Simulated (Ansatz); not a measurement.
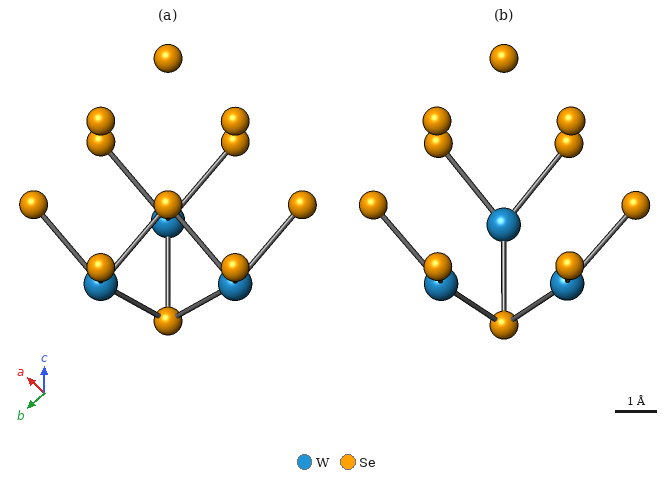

Left: perfect WSe2. Right: the same region with one point defect, after relaxing the atoms in a supercell of 42 sites. Style: ball-and-stick. Shown: the atoms within 3.8 Å of one point, from a free direction.

Computed with DFT PBE+D3(BJ), scalar-relativistic, plane waves, PAW (Ansatz). Settings: plane-wave cutoff 420 eV; k-point mesh 2 × 2 × 2; occupations gaussian; smearing width 0.01 eV; collinear spin. The cell is small and the k-mesh coarse, so the numbers are rough. A uniform background neutralises the charged cell. The axes drawn are those of the host's conventional cell.

**What kind of defect was made?**

A selenium atom is taken out (a vacancy).

The charge state of the cell is +1.

**How does the lattice respond?**

Around the empty Se site the host had 3 W at 2.53 Å; after relaxation the nearest atoms are 3 W at 2.47 Å. Of the host's atoms, a tungsten atom moves furthest from its site, by 0.12 Å.
